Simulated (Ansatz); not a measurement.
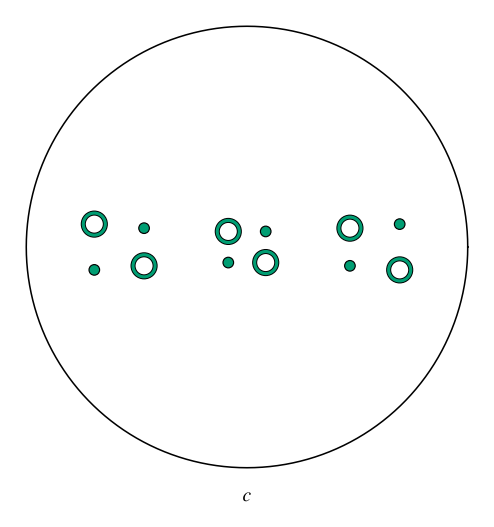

Stereographic projection: filled dots lie in the upper hemisphere, open rings in the lower. The b axis points at the viewer. The poles are all faces of one general form. Computed from the symmetry operations of a computed or model structure of composition Si, which need not be its known form.

**Name the crystal class.**

622 (D6), order 12, hexagonal system: one sixfold axis, six twofold axes.

**Can such a crystal be piezoelectric, pyroelectric or chiral?**

It is not centrosymmetric; not polar, but piezoelectricity is allowed; it has proper rotations alone, so the crystal is chiral.
